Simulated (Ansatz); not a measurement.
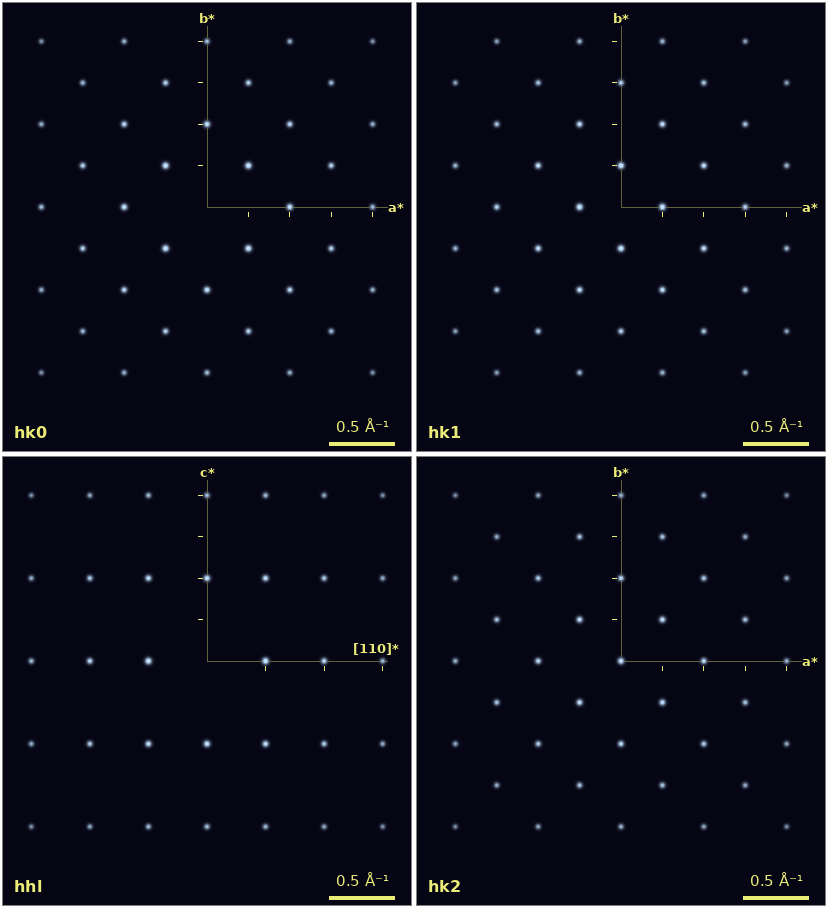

Simulated precession-type sections (X-rays; kinematic intensities, B = 0.5 Å²). The ticks mark integer indices of the conventional cell.

The compound is Os. Structure: the input geometry of an electronic-structure calculation (not necessarily at equilibrium); the starting structure was generated, so it need not be a known form of this composition.

**Read the reciprocal cell and give the direct cell.**

a* = 0.323, b* = 0.323, c* = 0.323 Å⁻¹; the cell is cubic with a = 3.09 Å.

**List the systematic absences.**

Reflections are present only under these conditions. hkl: h + k + l = 2n; hk0: h + k = 2n; hhl: l = 2n; h00: h = 2n. The lattice is body-centred (I).

**Which space groups fit?**

The intensities have Laue symmetry m-3m (the hk0 layer shows 4mm, hk1 shows 4mm). With these conditions the candidates are I432 (No. 211), I-43m (No. 217), Im-3m (No. 229). Diffraction geometry alone does not choose among them; the structure has Im-3m.
